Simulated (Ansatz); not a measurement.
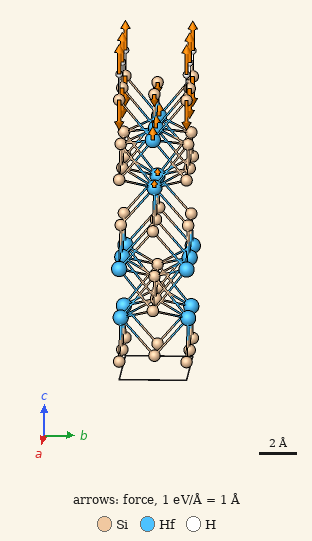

Starting geometry of a slab of composition Hf$_{4}$Si$_{10}$H (cut from the Cmcm phase) with the computed forces as orange arrows. A ball-and-stick model of the 2 × 1 repeat of the cell, outlined in the plane, without the vacuum (origin shifted), seen from a free direction.

Case: H put at a top Si site. The slab is the (0 1 0) face of HfSi2 with H on it. 6 atoms are held fixed.

Computed with DFT PBEsol, scalar-relativistic, plane waves, PAW in Ansatz.

Input
```yaml
crystal:
  lattice:
    - [3.6361020419, 0.0, 0.0]
    - [0.0, 3.6500013776, 0.0]
    - [0.0, 0.0, 33.3512961221]
  atoms:
    - { symbol: Si, position: [0.25, 0.5, 0.2548626587] }
    - { symbol: Si, position: [0.75, 0.0, 0.2550514696] }
    - { symbol: Hf, position: [0.75, 0.5, 0.3174547734] }
    - { symbol: Si, position: [0.25, 0.0, 0.338751673] }
    - { symbol: Si, position: [0.75, 0.0, 0.3862215489] }
    - { symbol: Hf, position: [0.25, 0.5, 0.4075184485] }
    - { symbol: Si, position: [0.25, 0.0, 0.469981728] }
    - { symbol: Si, position: [0.75, 0.5, 0.4701573833] }
    - { symbol: Hf, position: [0.75, 0.0, 0.532373926] }
    - { symbol: Si, position: [0.25, 0.5, 0.5547045289] }
    - { symbol: Si, position: [0.75, 0.5, 0.6040639548] }
    - { symbol: Hf, position: [0.25, 0.0, 0.6206427004] }
    - { symbol: Si, position: [0.25, 0.5, 0.6864543113] }
    - { symbol: Si, position: [0.75, 0.0, 0.6862747355] }
    - { symbol: H, position: [0.25, 0.5, 0.7290313672] }
basis:
  ecutwfc: 420
kpoints:
  mp_grid: { grid: [8, 8, 1] }
hamiltonian:
  xc: pbesol
scf:
  occupations: { method: gaussian, width: 0.1 }
output:
  forces: true
  eigenvalues: true
  write_density: true
  write_potential: true
  elf: true
  volumetric_format: npy
relax:
  adjacent_minimum: "off"
  f_tol: 0.03
  max_steps: 70
  constraints: [{ sites: [0, 1, 2, 3, 4, 5] }]
efield:
  axis: 3
  dipole_correction: true
  ramp_width: 0.04
```

Command:
```bash
ansatz run input.yaml --threads 2 --pin off --max-ram 5120MiB --backend cpu --events-out ev --progress --plain --runs-dir out
```

What follows when this structure is relaxed?

It isn't relaxed: the largest force vector, on Si atoms, is 1.69 eV/Å. The final displacements follow the starting forces only in part (cosine between the two patterns 0.49). The energy falls by 0.166 eV per cell of the calculation in 4 geometry steps. Largest force component: 1.7 eV/Å at the start, 0.01 eV/Å at the end. The largest move is that of Si14, 0.20 Å along the normal (−c). Largest moves by element: Si 0.20 Å, H 0.03 Å, Hf 0.01 Å. The lattice vectors keep their values. Near-neighbour distances that change, for instance: Hf12–Si14 2.845 → 2.702 Å, Hf9–Si11 3.008 → 2.912 Å, Si13–H15 1.420 → 1.505 Å, Si10–Hf12 2.858 → 2.907 Å. Bond angles that change, for instance: Hf12–Si14–Hf12 79.4° → 84.6°.

Limits of the set-up: the periodic images lie only 3.6 Å apart, so the values are limited by the cell's size.
